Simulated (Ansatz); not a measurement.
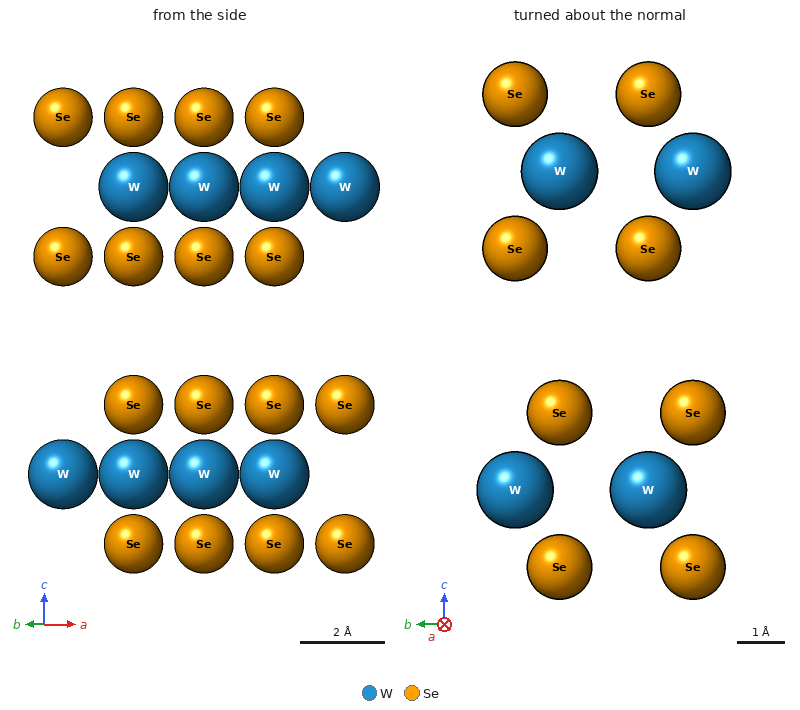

A spheres-only picture of a periodic slab, seen from the side and turned about the normal. The surface normal points up in side views; the vacuum is left out. 2×2 cells are drawn in the plane, with atoms at the edges repeated.

The cell holds 2 W, 4 Se.

What are the top and bottom terminations?

The top face ends in Se, the bottom face in Se. The two faces are alike.

Read the thickness off the scale bar.

About 10 Å from the lowest to the highest atom.

Give the sequence of planes from the top.

Six planes: Se / W / Se / Se / W / Se.

Its origin is a structure listed in the Materials Project. The cell was then strained or its atoms displaced on purpose. Ansatz was used for an electronic-structure calculation on it.
